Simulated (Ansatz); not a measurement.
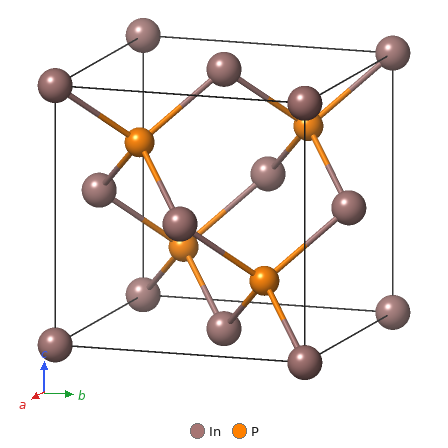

System: InP, space group F-43m (No. 216). The picture shows the conventional cell.

The given structure:
```cif
data_structure
_symmetry_space_group_name_H-M 'P 1'
_symmetry_Int_Tables_number 1
_cell_length_a 4.1444
_cell_length_b 4.1444
_cell_length_c 4.1444
_cell_angle_alpha 60.000
_cell_angle_beta 60.000
_cell_angle_gamma 60.000
_cell_volume 50.33
loop_
_atom_site_label
_atom_site_type_symbol
_atom_site_fract_x
_atom_site_fract_y
_atom_site_fract_z
_atom_site_occupancy
In1 In 0.00000 0.00000 0.00000 1
P1 P 0.75000 0.75000 0.75000 1
```

Input of one of the runs behind the figure:
```
crystal:
  lattice:
    - [0.0, 2.9305, 2.9305]
    - [2.9305, 0.0, 2.9305]
    - [2.9305, 2.9305, 0.0]
  atoms:
    - { symbol: In, position: [0.0, 0.0, 0.0] }
    - { symbol: P, position: [0.75, 0.75, 0.75] }
kpoints:
  mp_grid: { grid: [11, 11, 11] }
  band_path:
    path:
      - [0.0, 0.0, 0.0]
      - [-0.5, -0.5, 0.0]
      - [-0.375, -0.375, 0.25]
      - [-0.375, 0.0, 0.375]
      - [0.0, 0.0, 0.0]
      - [0.0, 0.0, 0.5]
      - [-0.5, -0.25, 0.25]
      - [-0.5, -0.5, 0.0]
    npoints: 8
scf:
  occupations: { method: fermi_dirac, width: 0.03 }
hamiltonian:
  xc: pbe
  pseudopotentials: { kind: all_electron, lapw: { basis_error: 0.00025 } }
output:
  forces: true
  stress: true
  eigenvalues: true
  populations: true
  dos: { projected: true, de: 0.2, e_range: [-14, 8] }
```

Launched with:
```bash
ansatz run input.yaml --threads 1 --pin off --max-ram 2048MiB --backend cpu --events-out ev --progress --plain --runs-dir out
```

How it was computed, with Ansatz 0.2.0: periodic Kohn-Sham DFT of a crystal at fixed atoms, scaled to the stated factor times the given cell; pressure positive in compression, energy less spherical unpolarised free atoms. Level: PBE.

method all-electron LAPW; relativity scalar; k mesh 11×11×11; occupations Fermi–Dirac; smearing width 0.03 eV; basis error target 0.25 (meV/atom); nucleus Gaussian.

V(given) is 25.17 Å³/atom.

What does the calculation give for the energy less free atoms and pressure against V/V(given)? The V/V(given) takes the values 0.950, 0.975, 1.000, 1.025, 1.050.

The energy less free atoms falls from −4.1362 eV/atom at V/V(given) 0.950 to −4.1913 eV/atom at 1.050. The pressure falls from 7.620 GPa at V/V(given) 0.950 to 0.074 GPa at 1.050.

| V/V(given) | energy less free atoms (eV/atom) | pressure (GPa) |
| --- | --- | --- |
| 0.950 | −4.1362 | 7.620 |
| 0.975 | −4.1616 | 5.337 |
| 1.000 | −4.1785 | 3.342 |
| 1.025 | −4.1881 | 1.598 |
| 1.050 | −4.1913 | 0.074 |

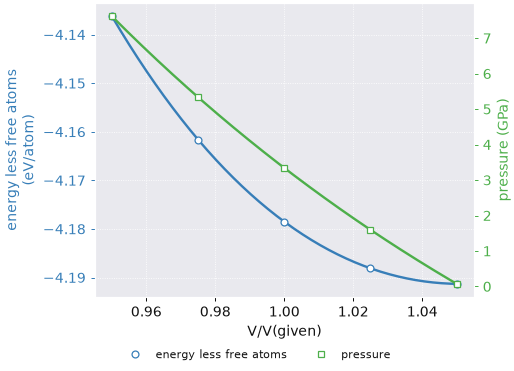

Limits of the calculation: the volumes run don't bracket the minimum of the energy, so any equilibrium value is extrapolated.
